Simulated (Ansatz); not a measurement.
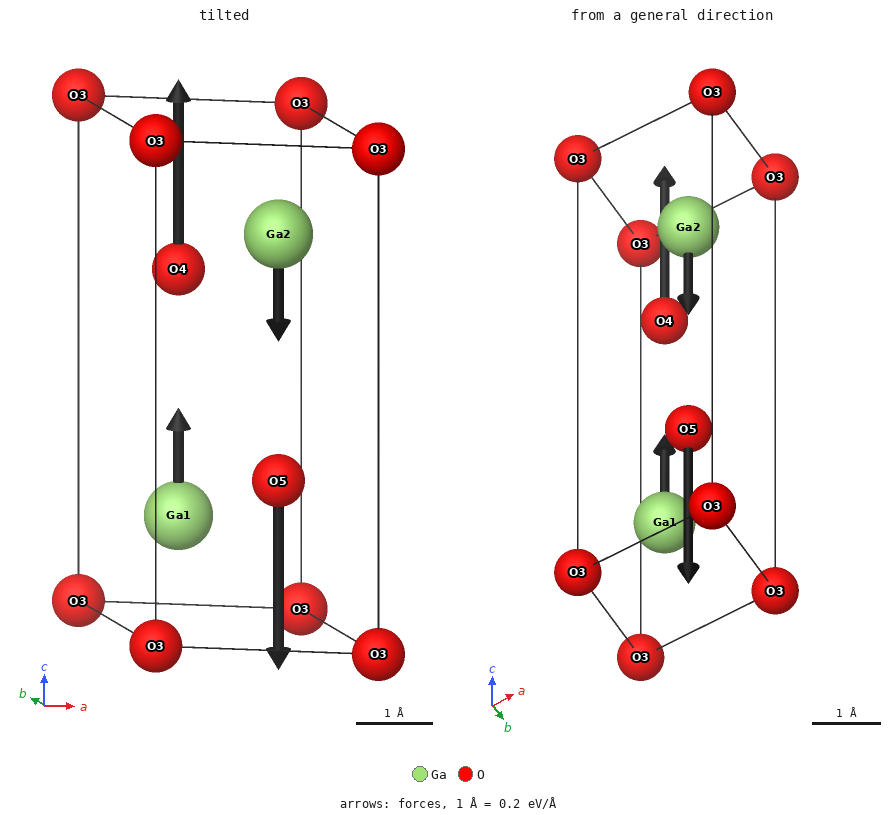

Spheres-only representation of a periodic structure, projected slightly off an axis and from a general direction. The simulation cell is drawn as a box. The arrows are the computed forces on the atoms.

System: Ga₂O₃. The calculation: DFT, r2SCAN0, plane waves, PAW in Ansatz, with a basis cut at 500 eV, the zone sampled with 6×6×2 points, no spin polarisation.

> Do the forces show a relaxed structure?

No. The atoms still feel forces of up to about 0.45 eV/Å, far above a usual threshold of 0.01 to 0.03 eV/Å.

> Which atom is pushed hardest?

O4 and O5, about 0.45 eV/Å.

Provenance: a structure type filled with these elements by a generator (whether the compound takes this form wasn't checked). Earlier steps of the study may have refined or changed the cell and positions. An electronic-structure calculation with Ansatz was run on it.
